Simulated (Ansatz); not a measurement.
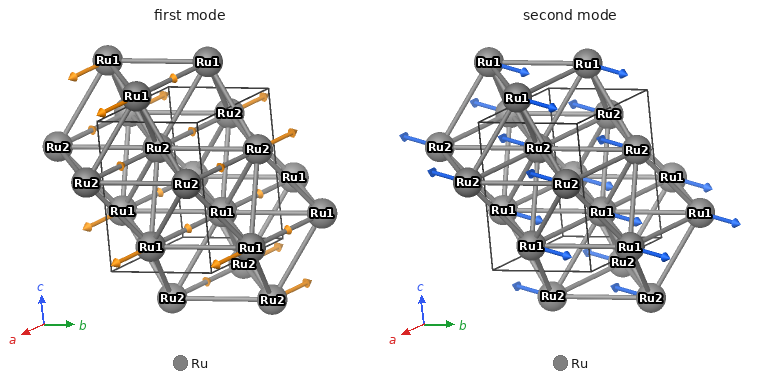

Three computed energy maps of cells of Ru. The picture above is the structure of the first map; its two panels give the patterns of the first and the second mode as arrows.

Map 1

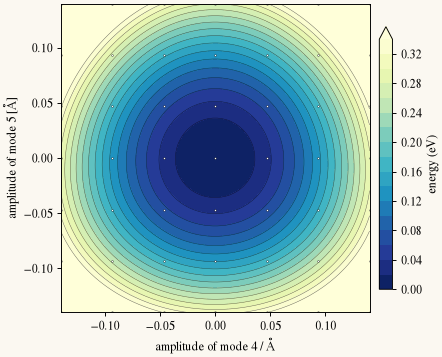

Ru (P6_3/mmc, No. 194; 2 atoms in the cell). 
- The energy is mapped over two normal modes frozen in (zone-centre modes of the 2-atom cell of this scan).
- The first coordinate is: amplitude of mode 4 (203 cm⁻¹), largest displacement; the second: amplitude of mode 5 (203 cm⁻¹), largest displacement.
- Nothing is relaxed (the cell and all other modes fixed).
- The grid has 7 × 7 points; 28 points were computed and 21 follow by symmetry.
- Points are written as (first, second).
- All energies are given in eV per cell relative to the lowest grid point.
- These are results of DFT LDA, scalar-relativistic, plane waves, PAW (Ansatz 0.2.0), not measurements. Settings: cutoff 420 eV, k-mesh 21×21×10 in the order of the run's cell vectors, gaussian smearing 0.15 eV, no spin polarisation.

Drawn: filled contours, dots at the grid points, one colour for all values above the top of the scale. Between grid points the surface is interpolated.

Map 2

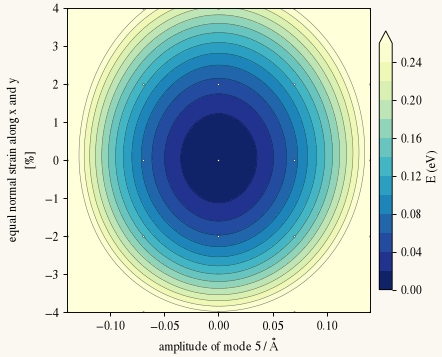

Ru (P6_3/mmc, No. 194; 2 atoms in the cell). 
- The energy is mapped over a normal mode and a strain (zone-centre modes of the 2-atom cell of this scan) (x along [1 0 0], y along [1 2 0], z along [0 0 1] of the conventional cell).
- The first coordinate is: amplitude of mode 5 (203 cm⁻¹), largest displacement in the unstrained cell; the second: equal normal strain along x and y.
- Nothing is relaxed (the pattern is fixed in fractional coordinates).
- Grid: 5 × 5 points.
- Points are written as (first, second).
- All energies are given in eV per cell relative to the lowest grid point.
- These are results of DFT LDA, scalar-relativistic, plane waves, PAW (Ansatz 0.2.0), not measurements. Settings: cutoff 420 eV, k-mesh 21×21×10 in the order of the run's cell vectors, gaussian smearing 0.15 eV, no spin polarisation.

Drawn: filled contours, dots at the grid points, one colour for all values above the top of the scale. Between grid points the surface is interpolated.

Map 3

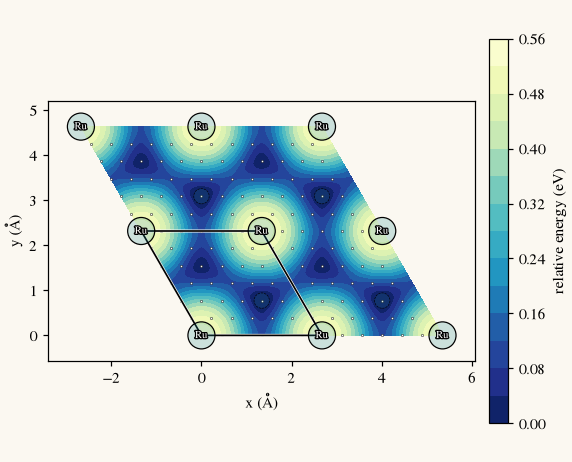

Si on a Ru(001) slab cut from the P6_3/mmc phase, its upper half relaxed before the scan (5 atoms of substrate and one adsorbate in a 1 × 1 cell). Si is moved over the surface cell; relaxed at each place: the height of the adsorbate's atoms; substrate rigid; the origin of the map has the adsorbate above Ru5. Places are given modulo a cell vector. The map is drawn in real space over the plane of the surface. Grid: 6 × 6 points; 10 points were computed and 26 follow by symmetry. Energies: eV, counted from the lowest grid point. With one adsorbate in each 1 × 1 cell, its nearest image is 2.7 Å away, so neighbouring adsorbates interact. Computed with DFT LDA, scalar-relativistic, plane waves, PAW (Ansatz 0.2.0). Settings: cutoff 420 eV, k-mesh 12×12×1, gaussian smearing 0.1 eV, no spin polarisation.

In the figure: filled contours, dots at the grid points, labelled circles for the atoms of the top layer and small ones for the second layer, the outline of one cell of the 2 × 2 shown. Between grid points the surface is interpolated.

Q: What does each map show?

A: Map 1: The lowest grid point is at (0.000 Å, 0.000 Å). It is the only kind of minimum in the scanned range. The highest grid point, (−0.140 Å, 0.140 Å), lies 0.598 eV above the lowest.
Map 2: The lowest grid point is at (0.00 Å, 0 %). No other kind of well shows on this grid. The highest grid point, (−0.14 Å, −4 %), lies 0.585 eV above the lowest.
Map 3: The lowest grid point is at a threefold hollow over a second-layer Ru atom, (4/6, 2/6) of the cell vectors. There is a further well near a threefold hollow, (2/6, 4/6) of the cell vectors (0.020 eV above the lowest at that grid point). The highest grid point, the top site over a surface Ru atom, (0/6, 0/6) of the cell vectors, lies 0.539 eV above the lowest. On the interpolated surface the easiest way out of the lowest well to the well at a threefold hollow, (2/6, 4/6) of the cell vectors passes a barrier of about 0.11 eV. At the lowest point the adsorbate has 3 Ru at 2.54 Å as nearest neighbours, at the highest 1 Ru at 2.39 Å. Its relaxed height above the top atom is 2.02 Å at the lowest and 2.39 Å at the highest point.

Q: Maps 1, 2 start from a relaxed reference structure. Do they show a way to lower its energy?

A: No. In each of them the reference is the lowest point, within the accuracy of the grid, so it is stable against the distortions scanned (other distortions weren't tried).

PAW datasets: the set soft_1.
